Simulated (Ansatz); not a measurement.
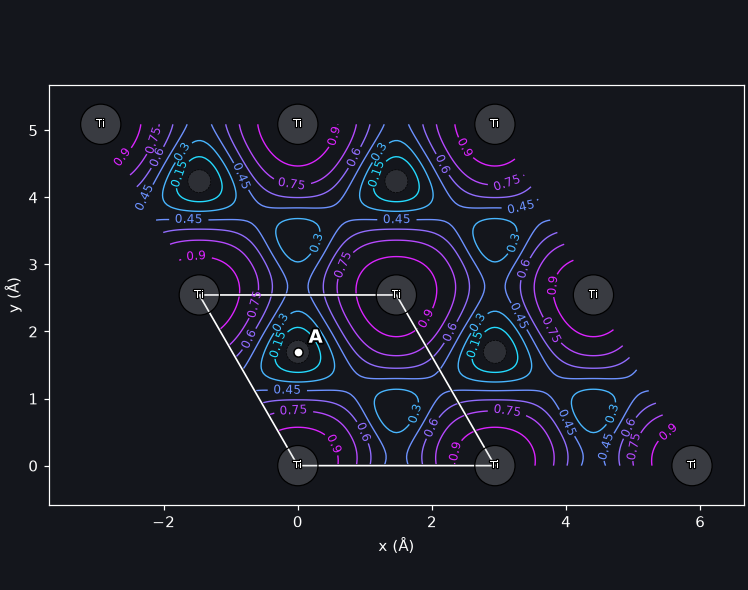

Si on a Ti(001) slab cut from the P6_3/mmc phase, its upper half relaxed before the scan (16 atoms of substrate and one adsorbate in a 2 × 2 cell). Si is moved over the surface cell; relaxed at each place: the height of the adsorbate's atoms; substrate rigid; the origin of the map has the adsorbate above Ti13. Places are given modulo a cell vector. The map is drawn in real space over the plane of the surface. The grid has 6 × 6 points; 10 points were computed and 26 follow by symmetry. Places are given in fractions of the 1 × 1 surface cell. Energies are in eV, from the lowest grid point. Computed with DFT PBE, scalar-relativistic, plane waves, PAW (Ansatz). Settings: cutoff 420 eV, k-mesh 6×6×1, gaussian smearing 0.1 eV, no spin polarisation.

In the figure: contour lines labelled in eV, labelled circles for the atoms of the top layer and small ones for the second layer, the outline of one cell of the 2 × 2 shown, the point A. Between grid points the surface is interpolated.

What is the easiest way out of the well at A, and how high is the barrier?

Answer. The easiest path leads from the well at a threefold hollow over a second-layer Ti atom, (2/6, 4/6) of the cell vectors to the well at a threefold hollow, (4/6, 2/6) of the cell vectors, about 0.17 eV higher. Its highest point lies about 0.41 eV above the bottom of the first well on the interpolated surface, at about (0.52, 0.05) of the cell vectors. Seen from the upper well the barrier is about 0.24 eV. This is the barrier on the constrained surface; relaxing the other coordinates would change it.

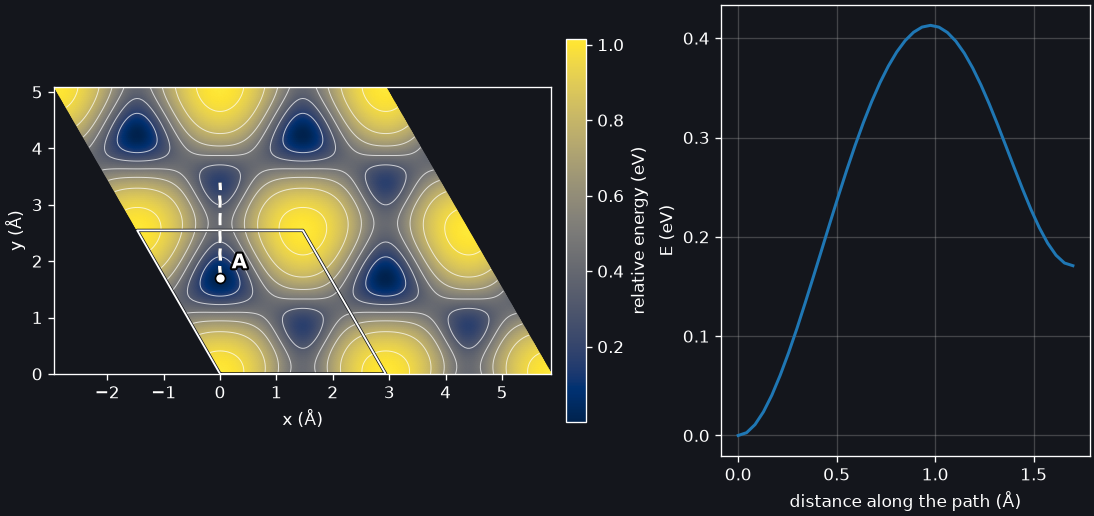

In the figure: a smooth colour map with a few white contour lines, a line along the lowest path, the outline of one cell of the 2 × 2 shown, the energy along the path at the right. Between grid points the surface is interpolated.

PAW datasets: the set soft_1.
